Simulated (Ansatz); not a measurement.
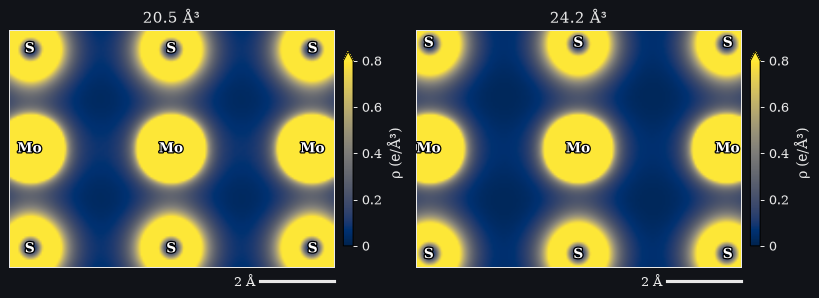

MoS. The valence charge density (pseudo) of cells scaled evenly to different volumes (given per atom above each panel), on the (011̄) plane of each (indices in the axes of the cell below), at one length scale and on one colour scale.

Started from the rock salt prototype, which need not be the ambient phase; Hubbard U of 4.38 eV on Mo d only; spin-polarised.

Level of theory: Ansatz, DFT PBE+U, scalar-relativistic, plane waves, PAW.

In a PAW calculation such maps are meaningful between the atoms, not at the nuclei.

The largest cell:

```
Mo S
1.0
     0.00000    2.89259    2.89259
     2.89259    0.00000    2.89259
     2.89259    2.89259    0.00000
Mo S
1 1
Direct
  0.00000 0.00000 0.00000
  0.50000 0.50000 0.50000
```

| volume (Å³/atom) | Mo–S contact in the plane (Å) | ρ at its midpoint (e/Å³) | pressure (GPa) | largest moment (μB) | 
| --- | --- | --- | --- | --- |
| 20.51 | 2.737 | 0.303 | 0.0 | 3.20 | 
| 21.33 | 2.773 | ? | ? | ? | 
| 24.20 | 2.893 | 0.231 | −8.7 | 3.45 | 

Question: Estimate the missing row, and compare with the calculation.

Answer: Over the known rows ln ρ falls by 1.74 per Å of Mo–S distance (the line through the two), which gives 0.285 e/Å³ at 2.773 Å; the calculation gives 0.285 e/Å³. For the pressure, a straight line in volume between the neighbouring rows gives −1.9 GPa; the calculation gives −2.8, lower because pressure rises ever faster on compression. For the largest moment, a straight line in volume between the neighbouring rows gives 3.26 μB; the calculation gives 3.26.
